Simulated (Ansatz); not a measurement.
```yaml
crystal:
  lattice:
    - [7.10336, 0.00000, 0.00000]
    - [0.00000, 4.25791, 0.00000]
    - [0.00000, 0.00000, 8.76414]
  atoms:
    - { symbol: Br, position: [0.00000, 0.86061, 0.61577] }
    - { symbol: Br, position: [0.50000, 0.36061, 0.61577] }
    - { symbol: Br, position: [0.00000, 0.13939, 0.38423] }
    - { symbol: Br, position: [0.50000, 0.63939, 0.38423] }
    - { symbol: Br, position: [0.00000, 0.63939, 0.11577] }
    - { symbol: Br, position: [0.50000, 0.13939, 0.11577] }
    - { symbol: Br, position: [0.00000, 0.36061, 0.88423] }
    - { symbol: Br, position: [0.50000, 0.86061, 0.88423] }
```

Space group Cmce; changed on purpose from its base cell (volume × 1.06, shape and atoms relaxed).

Computed with Ansatz 0.2.0, DFT r2SCAN+D3(BJ), scalar-relativistic, plane waves, PAW.

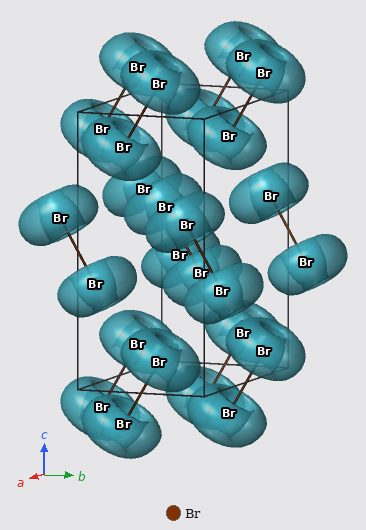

Br. Isosurface of the electron localisation function at 0.8 (cyan), seen slightly off an axis. Core shells and regions of very low density are left out. Sticks mark near contacts.

Core electrons are frozen (PAW), and the valence fields are smoothed inside the atomic spheres.

Question: What do the ELF domains correspond to?

Answer: The surface consists of eight regions wrapped around Br (the valence shell of each), counted in one cell of 8 atoms. Regions shared between cells count once. Along the contacts the grid gives the following. Br–Br (2.35 Å): the ELF peaks at about 0.75 between the atoms.

Question: Does the calculation give a band gap?

Answer: It is gapped, with a Kohn–Sham gap of 1.7 eV on the k-point mesh (the band edges may lie off the mesh, which would make the gap smaller).
